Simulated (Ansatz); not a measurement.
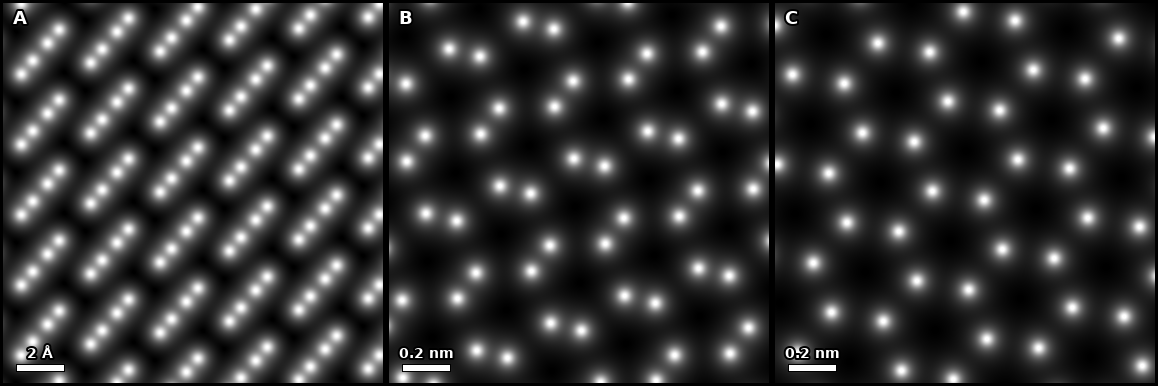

Three views of Ir (P6_3/mmc, No. 194) along different zone axes. Computed as the sum of neutral-atom potentials (tabulated electron scattering factors, B = 0.5 Å²) projected along the beam and smoothed by 0.25 Å; brighter is more positive. The display is stretched by a gamma of 0.6; percentages refer to the linear signal. Atomic positions: coordinates from a relaxation with DFT r2SCAN, scalar-relativistic, plane waves, PAW in Ansatz; the starting structure was generated, so it need not be a known form of this composition.

```
CELL_PARAMETERS angstrom
3.93599 0.00000 0.00000
-1.96800 3.40867 0.00000
0.00000 0.00000 6.31908
ATOMIC_POSITIONS crystal
Ir 0.33333 0.66667 0.43956
Ir 0.66667 0.33333 0.93956
Ir 0.66667 0.33333 0.56044
Ir 0.33333 0.66667 0.06044
```

Match the panels to the zone axes [001], [100] and [211].

Answer. A is [211]: projected cell 3.04 × 3.04 Å, 99°, plane group c2mm. B is [100]: projected cell 3.41 × 6.32 Å, 90°, plane group p2mg. C is [001]: projected cell 3.94 × 3.94 Å, 120°, plane group p6mm.
